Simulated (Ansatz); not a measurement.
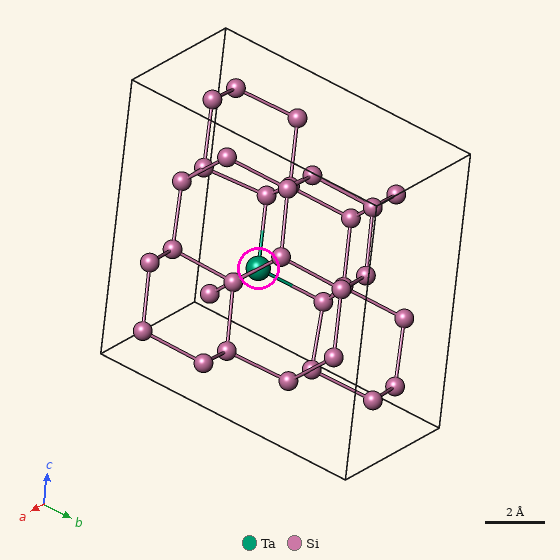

Ball-and-stick drawing of the structure, looking slightly off an axis. One supercell is framed, with atoms on its boundary repeated. The host is Si, in a cell of 32 sites, and the cell carries a charge of +1. A ring marks the defect's site.

Which defect is modelled here, and what are its neighbours?

Tantalum on a silicon site (a substitutional impurity). It is bonded to four Si in a tetrahedral arrangement at about 2.5 Å.

The atoms were relaxed in the host's cell with DFT PBE, scalar-relativistic, plane waves, PAW (Ansatz).
